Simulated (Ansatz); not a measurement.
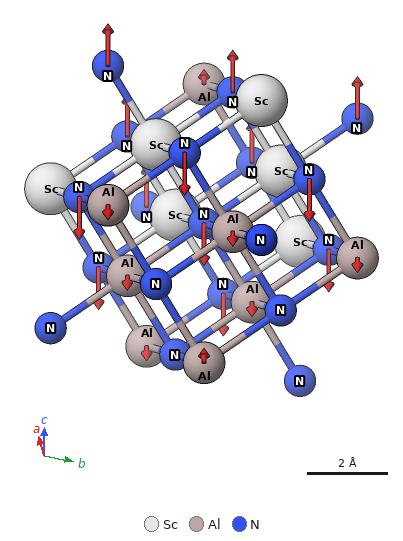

A relaxation of crystalline ScAl₂N₃ (a generated structure, set up in P-3m1) (coarse preliminary run). The starting structure is drawn; red arrows show the displacements (the part carried along by the change of the cell is left out), 10 times their true length.

A ball-and-stick model of the atoms within 5.0 Å of the atom that moves most (axes of the cell of the calculation), seen from a free direction.

Level of theory: Ansatz, DFT PBE, scalar-relativistic, plane waves, PAW.

Input
```yaml
crystal:
  lattice:
    - [3.36109966, 0.0, 0.0]
    - [-1.68054983, 2.91079769, 0.0]
    - [0.0, 0.0, 8.23297915]
  atoms:
    - { symbol: Sc, position: [0.0, 0.0, 0.5] }
    - { symbol: Al, position: [0.66666667, 0.33333333, 0.83333333] }
    - { symbol: Al, position: [0.33333333, 0.66666667, 0.16666667] }
    - { symbol: "N", position: [0.33333333, 0.66666667, 0.66666667] }
    - { symbol: "N", position: [0.66666667, 0.33333333, 0.33333333] }
    - { symbol: "N", position: [0.0, 0.0, 0.0] }
basis:
  ecutwfc: 420
kpoints:
  mp_grid: { grid: [6, 6, 2] }
hamiltonian:
  xc: pbe
scf:
  occupations: { method: gaussian, width: 0.1 }
  lower_state_search: "off"
output:
  forces: true
  stress: true
  eigenvalues: true
relax:
  adjacent_minimum: "off"
  f_tol: 0.04
  max_steps: 70
  cell: { stress_tol: 0.4 }
```

Run as
```bash
ansatz run input.yaml --threads 1 --pin off --max-ram 2560MiB --backend cpu --events-out ev --progress --plain --runs-dir out
```

### What happened in the run?

The largest moves relative to the cell, 0.13 Å, are those of N4 and N5. N5 goes along −c. Largest moves by element: N 0.13 Å, Al 0.05 Å. Sc stays in place. The drawn cell changes as follows: a = b 3.361 → 2.997 Å (−10.8 %), c 8.233 → 7.306 Å (−11.3 %); the volume changes by −29.5 %. Near-neighbour distances that change, for instance: Sc1–Sc1 3.361 → 2.997 Å, Al2–N4 2.377 → 2.070 Å, Al2–N6 2.377 → 2.090 Å, Sc1–N4 2.377 → 2.191 Å. Among the angles between lasting bonds that change: Sc1–N4–Al2 180.0° → 175.5°, N4–Sc1–N5 90.0° → 93.7°, Sc1–N4–Sc1 90.0° → 86.3°. The space group stays P-3m1 (No. 164). After 7 accepted moves (9 points after the start) the energy has fallen by 3.912 eV per cell of the calculation. Largest force component: 0.8 eV/Å at the start, 0.00077 eV/Å at the end. Pressure: −37.25 GPa at the start and 0.00 GPa at the end. The SCF was repeated twice at an unchanged geometry on a basis and grid sized afresh for the cell, which shifted the energy by 14.1 meV per cell of the calculation at most.
